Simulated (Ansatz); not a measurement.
## Geometry relaxation of C (part 2 of 2)

C (slab, 6 atoms in the cell); DFT, LDA, PAW with Ansatz's default frozen-core files, scalar-relativistic, no spin polarisation (Ansatz 0.2.0); cutoff 420 eV, 10×10×1 k-mesh, Fermi–Dirac smearing of 0.02 eV. It belongs to a series of runs on one base structure; here: atoms relaxed, PAW files.

Geometry of the input (Å; fractional positions):
```
2.4973  0.0000  0.0000
0.0000  2.4973  0.0000
0.0000  0.0000  20.4147
C  0.7500  0.0000  0.3919
C  0.2500  0.0000  0.4351
C  0.2500  0.5000  0.4784
C  0.7500  0.5000  0.5216
C  0.7500  0.0000  0.5649
C  0.2500  0.0000  0.6081
```

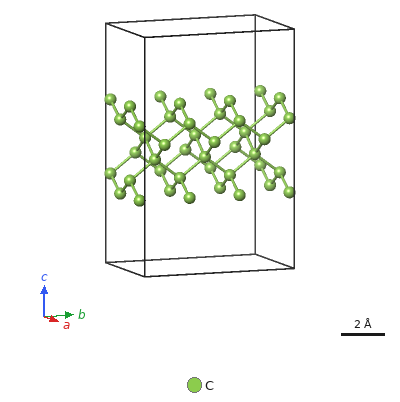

The geometry at step 3 of the log (ball-and-stick view of the 2 × 3 repeat of the cell, with the vacuum cut short, seen slightly off an axis).

### Log, continued
```
SCF iter   1: F=—  HF=-1450.745326 eV  |F-HF|=—  |Δ(HF+E_count)|=         —  Δρ=7.84e-4  dr2=6.50e-4  ethr=6.62e-5  p=-0.000 e·Å  D=-9.18e-9 V/Å  ΔV_dip=0.00 eV  dr2_dipole=3.17e-13  V_vac-E_F(+/−)=7.42/7.42 eV  ⟨swp⟩=3.5  Hψ=1800  notcnv=0  defer=52
efield: sawtooth ramp at fractional position 0.9500 (handed on by an earlier solve), width 0.1000; the density the first Hamiltonian is built on has a dipole p = -0.000 e·Å; the dipole correction subtracts the counter field D = -9.18e-9 V/Å, which shifts the + side's vacuum level by +0.00 eV against the − side's; the planar-averaged density in the ramp window peaks in size at 3.6e-7 e/Å³
preconditioner: auto → LDOS  [metal: Δε(μ)=0.038 eV  Ē_g=14.481 eV  σ=0.020 eV  W_gap=0.38  n_scr=12 (ndim 8)  ℏωp=16.1 eV  f_vac=0.625  D(μ)=2.72/eV (n_scr^D=12)  β→1.0]
SCF iter   2: F=—  HF=-1450.745143 eV  |F-HF|=—  |Δ(HF+E_count)|=   1.83e-4  Δρ=2.12e-4  dr2=6.82e-5  ethr=2.71e-6  p=-0.000 e·Å  D=-1.49e-7 V/Å  ΔV_dip=0.00 eV  dr2_dipole=6.92e-15  V_vac-E_F(+/−)=7.42/7.42 eV  ⟨swp⟩=2.8  Hψ=1579  notcnv=0  defer=52
SCF iter   3: F=—  HF=-1450.745147 eV  |F-HF|=—  |Δ(HF+E_count)|=   4.25e-6  Δρ=7.41e-5  dr2=2.24e-5  ethr=2.84e-7  p=-0.000 e·Å  D=-8.25e-8 V/Å  ΔV_dip=0.00 eV  dr2_dipole=1.51e-12  V_vac-E_F(+/−)=7.42/7.42 eV  ⟨swp⟩=2.5  Hψ=1040  notcnv=0  defer=52
SCF iter   4: F=—  HF=-1450.745146 eV  |F-HF|=—  |Δ(HF+E_count)|=   1.03e-6  Δρ=5.04e-5  dr2=5.31e-6  ethr=9.32e-8  p=-0.000 e·Å  D=-2.17e-8 V/Å  ΔV_dip=0.00 eV  dr2_dipole=1.41e-12  V_vac-E_F(+/−)=7.42/7.42 eV  ⟨swp⟩=1.6  Hψ=743  notcnv=0  defer=52
SCF iter   5: F=-1450.745146 eV  HF=-1450.745146 eV  |F-HF|=1.68e-7  |Δ(HF+E_count)|=   5.36e-9  Δρ=1.13e-5  dr2=3.12e-7  ethr=1.06e-8  p=0.000 e·Å  D=1.25e-8 V/Å  ΔV_dip=-0.00 eV  dr2_dipole=2.19e-15  V_vac-E_F(+/−)=7.42/7.42 eV  ⟨swp⟩=11.8  Hψ=3743  notcnv=0
SCF 5 converged in 5 iterations: F = -1450.745146 eV  dr2 = 3.12e-7
relax step   5: F+E_penalty+E_count = -1450.74514570 eV  Δ(F+E_penalty+E_count) = -1.081e-3 eV  max|allowed force component| = 2.664e-3 eV/Å  Δτ_max = 0.0049 Å  (5 SCF iters, dr2 threshold 2.56e-6 eV, accepted)
iter 1 solved again at ethr=1.30e-9 eV; its pass at ethr=3.10e-3 eV (dr2=3.12e-7 eV) is discarded
SCF iter   1: F=—  HF=-1450.745146 eV  |F-HF|=—  |Δ(HF+E_count)|=         —  Δρ=1.13e-5  dr2=3.12e-7  ethr=1.30e-9  p=0.000 e·Å  D=1.25e-8 V/Å  ΔV_dip=-0.00 eV  dr2_dipole=3.83e-14  V_vac-E_F(+/−)=7.42/7.42 eV  ⟨swp⟩=1.0  Hψ=2160  notcnv=0
efield: sawtooth ramp at fractional position 0.9500 (handed on by an earlier solve), width 0.1000; the density the first Hamiltonian is built on has a dipole p = 0.000 e·Å; the dipole correction subtracts the counter field D = 1.25e-8 V/Å, which shifts the + side's vacuum level by -0.00 eV against the − side's; the planar-averaged density in the ramp window peaks in size at 3.4e-7 e/Å³
preconditioner: auto → LDOS  [metal: Δε(μ)=0.038 eV  Ē_g=14.478 eV  σ=0.020 eV  W_gap=0.40  n_scr=12 (ndim 8)  ℏωp=16.1 eV  f_vac=0.625  D(μ)=2.82/eV (n_scr^D=12)  β→1.0]
SCF iter   2: F=-1450.745146 eV  HF=-1450.745146 eV  |F-HF|=5.98e-8  |Δ(HF+E_count)|=   3.82e-8  Δρ=4.71e-6  dr2=8.80e-8  ethr=4.17e-10  p=0.000 e·Å  D=3.68e-10 V/Å  ΔV_dip=-0.00 eV  dr2_dipole=2.28e-15  V_vac-E_F(+/−)=7.42/7.42 eV  ⟨swp⟩=5.1  Hψ=3060  notcnv=0
SCF 6 converged in 2 iterations: F = -1450.745146 eV  dr2 = 8.80e-8
relax step   6: F+E_penalty+E_count = -1450.74514584 eV  Δ(F+E_penalty+E_count) = -1.466e-7 eV  max|allowed force component| = 2.543e-3 eV/Å  Δτ_max = 0.0000 Å  (2 SCF iters, accepted)
```

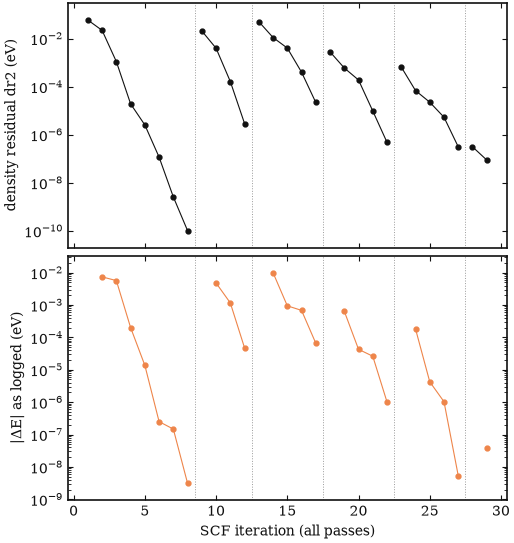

Convergence of the self-consistent field: density residual dr2 and size of the energy change against the SCF iteration. The dotted lines part the SCF passes of the relaxation: geometry steps, rejected trials and re-solves on a re-selected basis. The 6 passes take 2 to 8 iterations each, 29 in all.

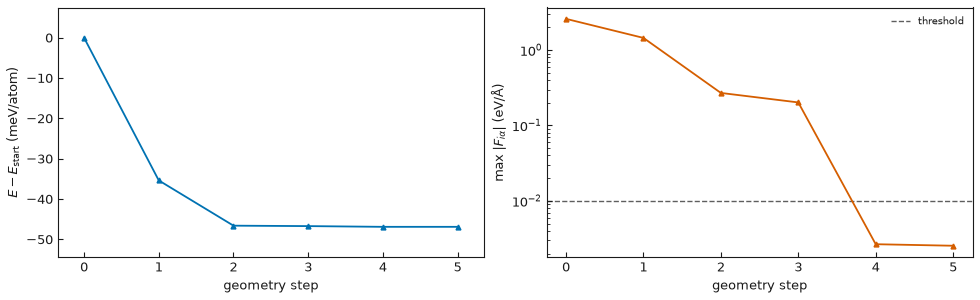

Progress of the relaxation, step by step (the first geometry is step 0 here and step 1 in the log).

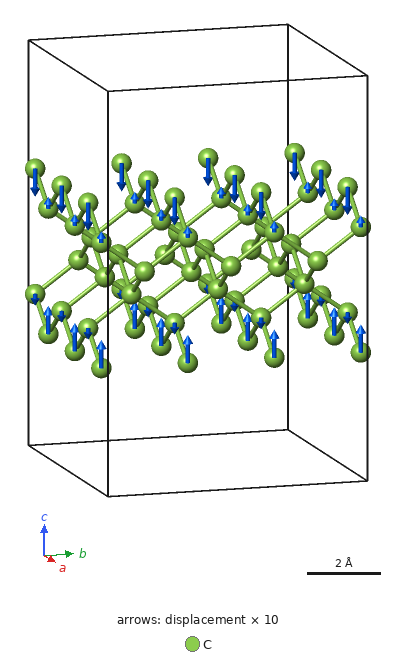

The starting structure with the displacements as blue arrows, magnified 10 times (ball-and-stick view of the 3 × 3 repeat of the cell, with the vacuum cut short, seen slightly off an axis). The energy falls by 46.9 meV per atom in 5 geometry steps. Largest force component: 2.6 eV/Å at the start, 0.0025 eV/Å at the end. The largest moves, 0.079 Å, are those of C1 and C6. The cell doesn't change. Among the contacts that change: C1–C2 1.529 → 1.468 Å, C2–C3 1.529 → 1.557 Å, C3–C4 1.529 → 1.513 Å. Among the angles that change: C6–C5–C6 109.5° → 116.6°, C4–C5–C4 109.5° → 106.7°. (Atoms are counted from 1 in the order of the input.)

```
SCF converged after 2 iterations
Free energy (F): -1450.745146 eV
Harris-Foulkes:  -1450.745146 eV  (|F-HF|=5.98e-8)
Internal energy: -1450.741554 eV  (E = F + TS)
E sigma→0 (E₀):  -1450.743350 eV
Entropy (-TS):   -0.003592 eV (-0.599 meV/atom)
Fermi energy:    -1.904861 eV
Dipole field:    D = -0.000000 V/Å  (p = -0.000000 e·Å, saw-weighted, corrected)
Work function:   Φ+ = 7.4168 eV   Φ− = 7.4168 eV
Levels:          The Fermi level and band energies are counted from a zero that moves with the ramp; work functions are not
--- Per-component energies (eV) ---
  E_band       = -246.616592
  E_kinetic    = 538.672819
  E_local      = -15962.022757  (includes V_loc(G=0)·N_el)
  E_nonlocal   = 167.990155
  E_hartree    = 7702.597118
  E_xc         = -283.987996
  E_vxc        = -353.036443  (∫ρ·V_xc dr)
  E_paw        = -549.134736  (= ΣΔE_a)
  E_vpaw       = -43.388389  (= ΣTr[D̂ρ^β])
  E_aug_tail   = 0.000050  (compensation charges beyond the density's cutoff)
  E_efield     = 0.000000  (sawtooth field / dipole correction)
  E_vefield    = 0.000000  (∫n·V_field dr)
  E_ewald      = 6934.766797
  E_core_change = 0.376995  (= ΣΔE_core)
  E_smearing   = -0.003592  (= −TS)
  E_closure    = -0.000000  (closes the sum)
  Σ components = -1450.745146   (vs F -1450.745146, Δ=0.00e0)
--- Forces (eV/Å), atoms counted from 1 ---
  atom   1  C      0.00000000     0.00000000     0.00254081
  atom   2  C      0.00000000     0.00000000    -0.00184104
  atom   3  C      0.00000000     0.00000000    -0.00120398
  atom   4  C      0.00000000     0.00000000     0.00120349
  atom   5  C      0.00000000     0.00000000     0.00184381
  atom   6  C      0.00000000     0.00000000    -0.00254309
  max |Σ_I F_I| component: 8.01e-9 eV/Å
--- Stress (GPa, compression-positive) ---
       -0.949817       0.000000       0.000000
        0.000000      -9.292741       0.000000
        0.000000       0.000000      -0.002387
  P = ⅓ Tr σ = -3.4150 GPa (-34.150 kbar)
--- Band table (eV; the first three rows and the last of 36) ---
  k-point 0: bands = ["-23.0241", "-20.4242", "-16.3967", "-11.4505", "-8.2677", "-7.5900", "-6.8282", "-6.4907", "-5.0611", "-3.9416", "-2.7262", "-1.5574", "0.4542", "2.6715", "2.8479", "3.0396", "4.1669", "5.1626"]
  k-point 1: bands = ["-22.8384", "-20.2498", "-16.2796", "-11.3596", "-8.7199", "-8.1306", "-6.5947", "-6.4084", "-6.1181", "-3.9746", "-2.4164", "-2.1464", "0.5078", "2.0394", "3.2758", "3.7674", "4.7608", "5.4113"]
  k-point 2: bands = ["-22.2840", "-19.7345", "-16.0007", "-11.2221", "-10.7178", "-7.9868", "-7.7335", "-6.6856", "-6.1864", "-4.1020", "-3.1435", "-1.9970", "0.4369", "0.4510", "3.9705", "5.2484", "5.8807", "6.1804"]
  k-point 35: bands = ["-14.5561", "-14.5561", "-14.4866", "-14.4866", "-13.1552", "-13.1552", "-9.7933", "-9.7933", "-9.0490", "-9.0490", "-3.8972", "-3.8972", "-2.0262", "-2.0262", "5.4206", "5.4206", "5.5781", "5.5781"]
--- Relaxed structure (6 steps of the walk, 6 accepted, 0 SCFs on fresh bases) ---
  F+E_penalty+E_count = -1450.74514584 eV   max|allowed force component| = 2.543e-3 eV/Å
  atoms:
    - { symbol: C, position: [0.75, 0.0, 0.3957557679135897] }
    - { symbol: C, position: [0.25, 0.0, 0.43353093299725026] }
    - { symbol: C, position: [0.25, 0.5, 0.4790649578706265] }
    - { symbol: C, position: [0.75, 0.5, 0.5209350419016555] }
    - { symbol: C, position: [0.75, 0.0, 0.5664690646236331] }
    - { symbol: C, position: [0.25, 0.0, 0.6042442346932454] }
```

### Trajectory as extended XYZ (Å, eV, eV/Å), 6 frames, from step=1 to step=6
```
6
Lattice="2.4973 0.0000 0.0000 0.0000 2.4973 0.0000 0.0000 0.0000 20.4147" Properties=species:S:1:pos:R:3:forces:R:3 step=1 energy=-1450.46384
C     1.8730    0.0000    8.0000    0.0000   0.0000   2.4312
C     0.6243    0.0000    8.8829    0.0000   0.0000  -2.5957
C     0.6243    1.2487    9.7659    0.0000   0.0000   0.4786
C     1.8730    1.2487   10.6488    0.0000   0.0000  -0.4786
C     1.8730    0.0000   11.5318    0.0000   0.0000   2.5957
C     0.6243    0.0000   12.4147    0.0000   0.0000  -2.4312
6
Lattice="2.4973 0.0000 0.0000 0.0000 2.4973 0.0000 0.0000 0.0000 20.4147" Properties=species:S:1:pos:R:3:forces:R:3 step=2 energy=-1450.67610
C     1.8730    0.0000    8.0549    0.0000   0.0000   1.0049
C     0.6243    0.0000    8.8784    0.0000   0.0000  -1.4504
C     0.6243    1.2487    9.7697    0.0000   0.0000   0.5876
C     1.8730    1.2487   10.6450    0.0000   0.0000  -0.5876
C     1.8730    0.0000   11.5363    0.0000   0.0000   1.4504
C     0.6243    0.0000   12.3598    0.0000   0.0000  -1.0049
6
Lattice="2.4973 0.0000 0.0000 0.0000 2.4973 0.0000 0.0000 0.0000 20.4147" Properties=species:S:1:pos:R:3:forces:R:3 step=3 energy=-1450.74341
C     1.8730    0.0000    8.0751    0.0000   0.0000   0.0745
C     0.6243    0.0000    8.8512    0.0000   0.0000  -0.1085
C     0.6243    1.2487    9.7751    0.0000   0.0000   0.2702
C     1.8730    1.2487   10.6396    0.0000   0.0000  -0.2702
C     1.8730    0.0000   11.5635    0.0000   0.0000   0.1085
C     0.6243    0.0000   12.3396    0.0000   0.0000  -0.0745
6
Lattice="2.4973 0.0000 0.0000 0.0000 2.4973 0.0000 0.0000 0.0000 20.4147" Properties=species:S:1:pos:R:3:forces:R:3 step=4 energy=-1450.74407
C     1.8730    0.0000    8.0744    0.0000   0.0000   0.0902
C     0.6243    0.0000    8.8470    0.0000   0.0000   0.0418
C     0.6243    1.2487    9.7824    0.0000   0.0000  -0.2022
C     1.8730    1.2487   10.6323    0.0000   0.0000   0.2022
C     1.8730    0.0000   11.5677    0.0000   0.0000  -0.0418
C     0.6243    0.0000   12.3403    0.0000   0.0000  -0.0902
6
Lattice="2.4973 0.0000 0.0000 0.0000 2.4973 0.0000 0.0000 0.0000 20.4147" Properties=species:S:1:pos:R:3:forces:R:3 step=5 energy=-1450.74515
C     1.8730    0.0000    8.0792    0.0000   0.0000   0.0027
C     0.6243    0.0000    8.8504    0.0000   0.0000  -0.0019
C     0.6243    1.2487    9.7800    0.0000   0.0000  -0.0012
C     1.8730    1.2487   10.6347    0.0000   0.0000   0.0012
C     1.8730    0.0000   11.5643    0.0000   0.0000   0.0019
C     0.6243    0.0000   12.3355    0.0000   0.0000  -0.0027
6
Lattice="2.4973 0.0000 0.0000 0.0000 2.4973 0.0000 0.0000 0.0000 20.4147" Properties=species:S:1:pos:R:3:forces:R:3 step=6 energy=-1450.74515
C     1.8730    0.0000    8.0792    0.0000   0.0000   0.0025
C     0.6243    0.0000    8.8504    0.0000   0.0000  -0.0018
C     0.6243    1.2487    9.7800    0.0000   0.0000  -0.0012
C     1.8730    1.2487   10.6347    0.0000   0.0000   0.0012
C     1.8730    0.0000   11.5643    0.0000   0.0000   0.0018
C     0.6243    0.0000   12.3355    0.0000   0.0000  -0.0025
```

### Summary

| quantity | value |
| --- | --- |
| outcome | converged |
| electrons treated | 24 |
| free energy | −1450.7451 eV |
| Fermi energy | −1.905 eV |
| final volume | 127.32 Å³ |
| largest force (length of the vector) at the end | 0.003 eV/Å |
| hardware | 2 threads of Intel Xeon (Granite Rapids), 64 GiB of memory available, shared host |
| wall time | 12 s (CPU time 24 s) |
| peak memory | 0.4 GiB |

Warnings of the run: the SCF threshold is looser than advised for the printed stress.
